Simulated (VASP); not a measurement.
# Band-structure calculation of SnSe2

- system: SnSe2 (P-3m1, 3 atoms in the cell)
- method: DFT, PBE, plane waves, PAW (VASP 6.6.1)

The structure was built on a prototype by a generator. The geometry comes from this level: r2scan-rvv10 (a point of a series of strains). It belongs to a series of runs on one base structure; here: uniaxial_z strain +4.0%.

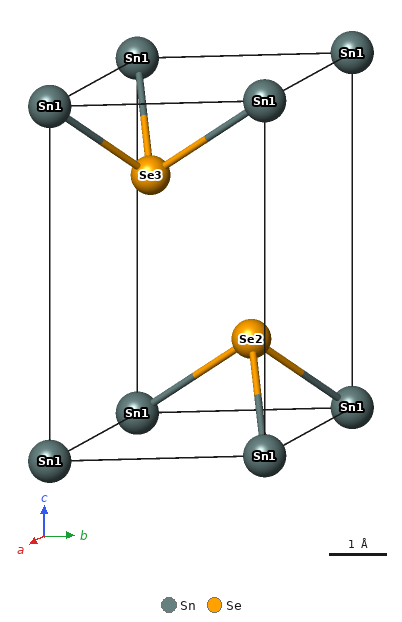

Fig. 1: The structure as given in the input (ball-and-stick view of the cell of the calculation, seen slightly off an axis; atoms are numbered from 1 in the order of the input). An atom can appear more than once, as a periodic image. Near neighbours in the periodic cell (some may lie outside the picture): Sn has 6 Se at 2.72 Å; Se has 3 Sn at 2.72 Å.

INCAR
```
ENCUT = 520.000000
SIGMA = 0.020000
EDIFF = 1.00e-07
GGA = PE
PREC = Accurate
IBRION = -1
ISIF = 2
ISMEAR = -1
NBANDS = 20
NELM = 120
NSW = 0
LASPH = .TRUE.
LCHARG = .FALSE.
LWAVE = .FALSE.
LREAL = .FALSE.
```

KPOINTS
```
KPOINTS created by Atomic Simulation Environment
0
Gamma
12 12 4
0 0 0
```

KPOINTS_OPT
```
special points
8
Reciprocal
0.0000000000 0.0000000000 0.0000000000 1
0.5000000000 0.0000000000 0.0000000000 1
0.3333333333 0.3333333333 0.0000000000 1
0.0000000000 0.0000000000 0.5000000000 1
0.5000000000 0.0000000000 0.5000000000 1
0.3333333333 0.3333333333 0.5000000000 1
0.0000000000 0.1432290000 -0.1458330000 1
0.0000000000 0.4739580000 0.3645830000 1
```

POSCAR
```
Sn Se
 1.0000000000000000
     3.8251493298139603    0.0000000000000000    0.0000000000000000
    -1.9125746649069801    3.3126764928879098    0.0000000000000000
     0.0000000000000000    0.0000000000000000    6.4761622268999997
 Sn  Se
   1   2
Cartesian
  0.0000000000000000 -0.0000000000000000  0.0000000000000000
 -0.0000000000000000  2.2084509952586062  1.5806660989241677
  1.9125746649069799  1.1042254976293031  4.8954961279758313
```

Command:
```bash
mpirun -np 1 vasp_std
```

OSZICAR
```
N       E                     dE             d eps       ncg     rms          rms(c)
DAV:   1     0.205743618134E+03    0.20574E+03   -0.12092E+04  2816   0.143E+03
DAV:   2     0.116477660230E+02   -0.19410E+03   -0.18695E+03  2936   0.378E+02
DAV:   3    -0.112974347120E+02   -0.22945E+02   -0.22499E+02  3376   0.113E+02
DAV:   4    -0.120918493925E+02   -0.79441E+00   -0.79310E+00  3344   0.224E+01
DAV:   5    -0.121113978831E+02   -0.19548E-01   -0.19547E-01  3736   0.363E+00    0.492E+00
DAV:   6    -0.118624549873E+02    0.24894E+00   -0.51939E-01  4172   0.739E+00    0.317E+00
DAV:   7    -0.118451315509E+02    0.17323E-01   -0.15288E-01  3228   0.244E+00    0.100E+00
DAV:   8    -0.118450214058E+02    0.11015E-03   -0.12215E-02  3520   0.103E+00    0.273E-01
DAV:   9    -0.118455274081E+02   -0.50600E-03   -0.15015E-03  3100   0.298E-01    0.836E-02
DAV:  10    -0.118455387795E+02   -0.11371E-04   -0.11867E-04  3656   0.755E-02    0.333E-02
DAV:  11    -0.118455698615E+02   -0.31082E-04   -0.44838E-05  3044   0.372E-02    0.852E-03
DAV:  12    -0.118455699814E+02   -0.11995E-06   -0.25801E-06  3692   0.113E-02    0.639E-03
DAV:  13    -0.118455706687E+02   -0.68722E-06   -0.23591E-06  3016   0.806E-03    0.272E-03
DAV:  14    -0.118455707854E+02   -0.11674E-06   -0.48487E-08  2548   0.139E-03    0.124E-03
DAV:  15    -0.118455708507E+02   -0.65287E-07   -0.31064E-08  2380   0.125E-03
   1 F= -.11845571E+02 E0= -.11845571E+02  d E =-.258504E-09
       N       E                     dE             ncg
DAV:   1     0.331811462904E+04   -0.46868E+04      328
DAV:   2     0.175396727120E+04   -0.15641E+04      340
DAV:   3     0.154811281288E+04   -0.20585E+03      400
DAV:   4     0.154010861834E+04   -0.80042E+01      388
DAV:   5     0.153991994639E+04   -0.18867E+00      452
DAV:   6     0.153991741679E+04   -0.25296E-02      392
DAV:   7     0.153991727990E+04   -0.13689E-03      464
DAV:   8     0.153991727727E+04   -0.26355E-05      392
DAV:   9     0.153991727708E+04   -0.18255E-06      272
DAV:  10     0.153991727708E+04   -0.42728E-08      264
```

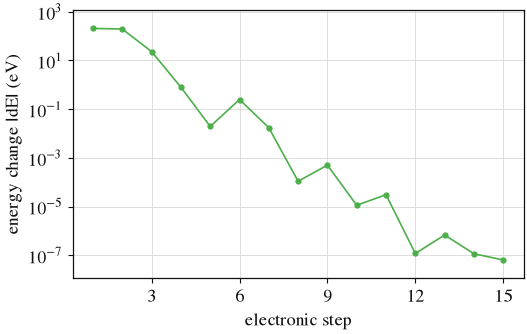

Fig. 2: Convergence of the self-consistent field: energy change |dE| against the electronic step. It takes 15 electronic steps. The density is held fixed in the first few steps, and dE rises again when its update begins.

Parts of OUTCAR
```
k-points           NKPTS =     69   k-points in BZ     NKDIM =     69   number of bands    NBANDS=     20

   NELECT =      26.0000    total number of electrons

   dimension x,y,z NGX =    28 NGY =   28 NGZ =   48
   dimension x,y,z NGXF=    56 NGYF=   56 NGZF=   96

  energy-cutoff  :      520.00
  volume of cell :       82.06
      direct lattice vectors                 reciprocal lattice vectors
     3.825149330  0.000000000  0.000000000     0.261427702  0.150935354  0.000000000
    -1.912574665  3.312676493  0.000000000     0.000000000  0.301870709  0.000000000
     0.000000000  0.000000000  6.476162227     0.000000000  0.000000000  0.154412438

 k-points in reciprocal lattice and weights: KPOINTS created by Atomic Simulation Env
   0.00000000  0.00000000  0.00000000       0.002
   0.08333333  0.00000000  0.00000000       0.010
   0.16666667  0.00000000  0.00000000       0.010
   0.25000000 -0.00000000  0.00000000       0.010
   0.33333333 -0.00000000  0.00000000       0.010
   0.41666667 -0.00000000  0.00000000       0.010
   0.50000000 -0.00000000  0.00000000       0.005
   0.08333333  0.08333333  0.00000000       0.010
   0.16666667  0.08333333  0.00000000       0.021
   0.25000000  0.08333333  0.00000000       0.021
   0.33333333  0.08333333  0.00000000       0.021
   0.41666667  0.08333333  0.00000000       0.021
   0.16666667  0.16666667  0.00000000       0.010
   0.25000000  0.16666667  0.00000000       0.021
   0.33333333  0.16666667  0.00000000       0.021
   0.41666667  0.16666667  0.00000000       0.010
   0.25000000  0.25000000  0.00000000       0.010
   0.33333333  0.25000000  0.00000000       0.021
   0.33333333  0.33333333  0.00000000       0.003
   0.00000000  0.00000000  0.25000000       0.003
   0.08333333  0.00000000  0.25000000       0.010
   0.00000000  0.08333333  0.25000000       0.010
   0.16666667  0.00000000  0.25000000       0.010
   0.00000000  0.16666667  0.25000000       0.010
   0.25000000 -0.00000000  0.25000000       0.010
   0.00000000  0.25000000  0.25000000       0.010
   0.33333333 -0.00000000  0.25000000       0.010
   0.00000000  0.33333333  0.25000000       0.010
   0.41666667 -0.00000000  0.25000000       0.010
   0.00000000  0.41666667  0.25000000       0.010
   0.50000000 -0.00000000  0.25000000       0.010
   0.08333333  0.08333333  0.25000000       0.021
   0.16666667  0.08333333  0.25000000       0.021
  -0.08333333  0.25000000  0.25000000       0.021
   0.25000000  0.08333333  0.25000000       0.021
  -0.08333333  0.33333333  0.25000000       0.021
   0.33333333  0.08333333  0.25000000       0.021
  -0.08333333  0.41666667  0.25000000       0.021
   0.41666667  0.08333333  0.25000000       0.021
  -0.08333333  0.50000000  0.25000000       0.021
   0.16666667  0.16666667  0.25000000       0.021
   0.25000000  0.16666667  0.25000000       0.021
  -0.16666667  0.41666667  0.25000000       0.021
   0.33333333  0.16666667  0.25000000       0.021
  -0.16666667  0.50000000  0.25000000       0.021
   0.41666667  0.16666667  0.25000000       0.021
   0.25000000  0.25000000  0.25000000       0.021
   0.33333333  0.25000000  0.25000000       0.021
  -0.25000000 -0.41666667  0.25000000       0.021
   0.33333333  0.33333333  0.25000000       0.007
   0.00000000  0.00000000  0.50000000       0.002
   0.08333333  0.00000000  0.50000000       0.010
   0.16666667  0.00000000  0.50000000       0.010
   0.25000000 -0.00000000  0.50000000       0.010
   0.33333333 -0.00000000  0.50000000       0.010
   0.41666667 -0.00000000  0.50000000       0.010
   0.50000000 -0.00000000  0.50000000       0.005
   0.08333333  0.08333333  0.50000000       0.010
   0.16666667  0.08333333  0.50000000       0.021
   0.25000000  0.08333333  0.50000000       0.021
   0.33333333  0.08333333  0.50000000       0.021
   0.41666667  0.08333333  0.50000000       0.021
   0.16666667  0.16666667  0.50000000       0.010
   0.25000000  0.16666667  0.50000000       0.021
   0.33333333  0.16666667  0.50000000       0.021
   0.41666667  0.16666667  0.50000000       0.010
   0.25000000  0.25000000  0.50000000       0.010
   0.33333333  0.25000000  0.50000000       0.021
   0.33333333  0.33333333  0.50000000       0.003

 E-fermi :   3.8718

 k-point     1 :       0.0000    0.0000    0.0000
  band No.  band energies     occupation
      1     -17.6739      2.00000
      2     -17.6739      2.00000
      3     -17.6362      2.00000
      4     -17.6253      2.00000
      5     -17.6253      2.00000
      6     -10.1541      2.00000
      7      -8.6322      2.00000
      8      -2.4529      2.00000
      9       2.9959      2.00000
     10       2.9959      2.00000
     11       3.2145      2.00000
     12       3.3130      2.00000
     13       3.3130      2.00000
     14       4.5991      0.00000
     15       6.6237      0.00000
     16       8.1743      0.00000
     17       8.1743      0.00000
     18      11.2726      0.00000
     19      12.4900      0.00000
     20      12.4900      0.00000

 k-point     2 :       0.0833    0.0000    0.0000
  band No.  band energies     occupation
      1     -17.6766      2.00000
      2     -17.6713      2.00000
      3     -17.6343      2.00000
      4     -17.6270      2.00000
      5     -17.6251      2.00000
      6     -10.0870      2.00000
      7      -8.5870      2.00000
      8      -2.4425      2.00000
      9       2.2208      2.00000
     10       2.7126      2.00000
     11       2.8924      2.00000
     12       3.2899      2.00000
     13       3.4393      2.00000
     14       5.1789      0.00000
     15       7.0501      0.00000
     16       7.9438      0.00000
     17       8.3171      0.00000
     18      11.5290      0.00000
     19      11.7831      0.00000
     20      12.5976      0.00000

 k-point     3 :       0.1667    0.0000    0.0000
  band No.  band energies     occupation
      1     -17.6849      2.00000
      2     -17.6648      2.00000
      3     -17.6329      2.00000
      4     -17.6275      2.00000
      5     -17.6240      2.00000
      6      -9.8901      2.00000
      7      -8.4630      2.00000
      8      -2.4481      2.00000
      9       1.1008      2.00000
     10       2.1085      2.00000
     11       2.2545      2.00000
     12       3.2614      2.00000
     13       3.4944      2.00000
     14       5.7318      0.00000
     15       7.2481      0.00000
     16       8.3574      0.00000
     17       8.6408      0.00000
     18      10.8058      0.00000
     19      11.8561      0.00000
     20      12.6608      0.00000

 k-point     4 :       0.2500   -0.0000    0.0000
  band No.  band energies     occupation
      1     -17.6973      2.00000
      2     -17.6578      2.00000
      3     -17.6383      2.00000
      4     -17.6206      2.00000
      5     -17.6196      2.00000
      6      -9.5798      2.00000
      7      -8.2967      2.00000
      8      -2.5849      2.00000
      9       0.1979      2.00000
     10       1.3465      2.00000
     11       1.8103      2.00000
     12       3.1713      2.00000
     13       3.4398      2.00000
     14       5.4490      0.00000
     15       7.4314      0.00000
     16       8.9131      0.00000
     17       9.1018      0.00000
     18      10.1364      0.00000
     19      11.9099      0.00000
     20      12.6987      0.00000

 k-point     5 :       0.3333   -0.0000    0.0000
  band No.  band energies     occupation
      1     -17.7106      2.00000
      2     -17.6536      2.00000
      3     -17.6434      2.00000
      4     -17.6144      2.00000
      5     -17.6112      2.00000
      6      -9.1925      2.00000
      7      -8.1520      2.00000
      8      -2.9416      2.00000
      9      -0.3564      2.00000
     10       0.8624      2.00000
     11       1.4539      2.00000
     12       2.9483      2.00000
     13       3.3452      2.00000
     14       4.9656      0.00000
     15       7.4909      0.00000
     16       9.0082      0.00000
     17       9.2844      0.00000
     18       9.9231      0.00000
     19      12.4606      0.00000
     20      12.9340      0.00000

 [... the levels of 63 k-points are left out ...]

 k-point    69 :       0.3333    0.3333    0.5000
  band No.  band energies     occupation
      1     -17.6885      2.00000
      2     -17.6885      2.00000
      3     -17.6253      2.00000
      4     -17.6253      2.00000
      5     -17.6057      2.00000
      6      -8.1869      2.00000
      7      -8.1869      2.00000
      8      -3.6513      2.00000
      9      -0.3927      2.00000
     10      -0.3927      2.00000
     11       0.0407      2.00000
     12       3.0085      2.00000
     13       3.0085      2.00000
     14       5.7335      0.00000
     15       8.1397      0.00000
     16       8.1397      0.00000
     17       9.6582      0.00000
     18      11.8356      0.00000
     19      12.5525      0.00000
     20      12.6683      0.00000

  Total        1.2345897      1.2345897      1.1431516      0.0000000      0.0000000      0.0000000
  in kB       24.1039440     24.1039440     22.3187192      0.0000000      0.0000000      0.0000000
  external PRESSURE =      23.5088691 kB  Pullay stress =       0.0000000 kB

 POSITION                                       TOTAL-FORCE (eV/Angst)
 -----------------------------------------------------------------------------------
      0.00000      0.00000      0.00000        -0.000000      0.000000      0.000000
      0.00000      2.20845      1.58067         0.000000     -0.000000      0.263170
      1.91257      1.10423      4.89550        -0.000000      0.000000     -0.263170
 -----------------------------------------------------------------------------------
    total drift:                                0.000000      0.000000     -0.000000

  FREE ENERGIE OF THE ION-ELECTRON SYSTEM (eV)
  ---------------------------------------------------
  free  energy   TOTEN  =       -11.8455708507 eV

  energy  without entropy=      -11.8455708504  energy(sigma->0) =      -11.84557085
```

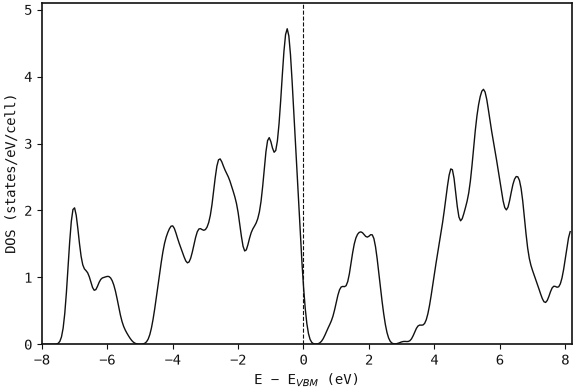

Fig. 3: Density of states (the curve is built from the levels of the k mesh with Gaussians 0.3 eV wide, which also blur the band edges), with energies from the valence-band top. There is a gap of 0.67 eV on the k-point mesh. Small ripples come from the finite k-point mesh.

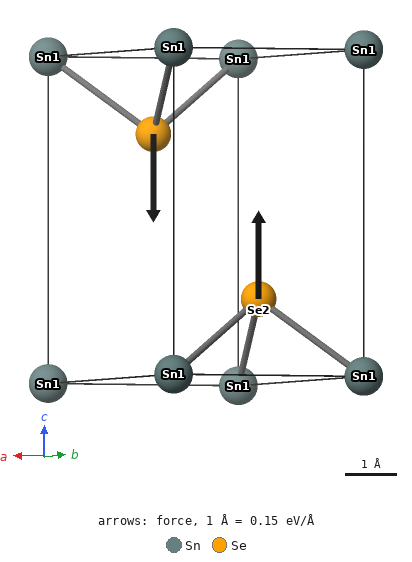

Fig. 4: Forces on the atoms as black arrows (ball-and-stick view of the cell of the calculation, seen at an oblique angle; atoms are numbered from 1 in the order of the input). The largest act on Se2, Se3 (0.26 eV/Å). The geometry is not a stationary point of this energy.

Summary

```json
{"quantity": "outcome", "value": "converged"}
{"quantity": "space group (tolerance 0.01 Å)", "value": "P-3m1 (164)"}
{"quantity": "electrons treated", "value": "26"}
{"quantity": "free energy", "value": "−11.8456 eV"}
{"quantity": "Fermi energy", "value": "3.872 eV"}
{"quantity": "band gap", "value": "0.67 eV"}
{"quantity": "pressure", "value": "2.35 GPa"}
{"quantity": "largest force (length of the vector)", "value": "0.263 eV/Å"}
{"quantity": "hardware", "value": "1 CPU thread, shared host"}
{"quantity": "wall time", "value": "78 s"}
{"quantity": "peak memory", "value": "0.31 GiB"}
```
